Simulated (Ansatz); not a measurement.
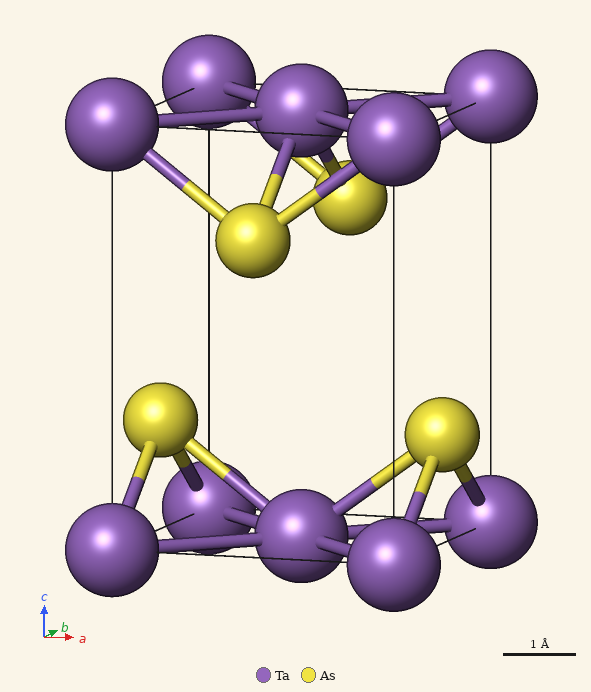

View slightly off an axis, drawn as a ball-and-stick model. The outline marks the conventional unit cell. Cell: a = 4.18 Å, b = 4.18 Å, c = 6.04 Å, α = 90.00°, β = 90.00°, γ = 90.00°.

The starting point was a structure type filled with these elements by a generator (whether the compound takes this form wasn't checked). Earlier steps of the study may have refined or changed the cell and positions. A calculation with Ansatz used it as input.

> Describe the crystal.

The material is TaAs. The structure has P4/nmm (No. 129) symmetry and a primitive tetragonal lattice. The cell comprises 2 formula units: 2 Ta, 2 As. The coordination shell of Ta holds four Ta and four As (about 3.0 Å to Ta, 2.6 Å to As). Each As atom has four Ta at about 2.6 Å around it. The bonds build TaAs layers parallel to (001).

Setup: DFT PBE, scalar-relativistic, plane waves, PAW (Ansatz 0.2.0); an energy cutoff of 420 eV, k-point mesh 12×12×8, Gaussian smearing of 0.1 eV, no spin polarisation.

> Does it come out as a metal, or with a gap?

A metal: bands cross the Fermi level.

> What are the atomic charges by Bader's partition?

Ta +0.99 e; As -0.99 e.

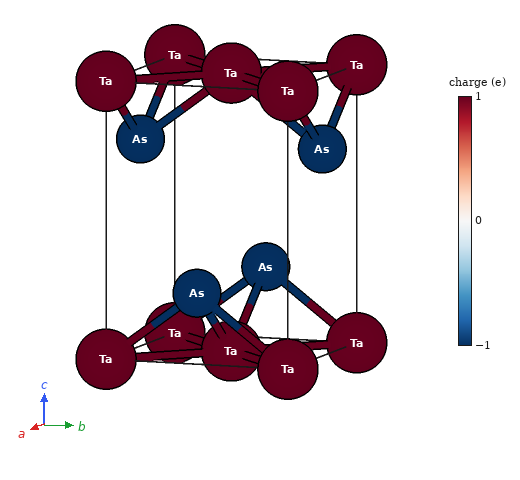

The atoms coloured by those charges. The run's cell of 4 atoms is drawn.

> Is this the optimised geometry for these settings?

Yes. All forces vanish to within 0.01 eV/Å. The pressure is 0.0 GPa, close to zero.
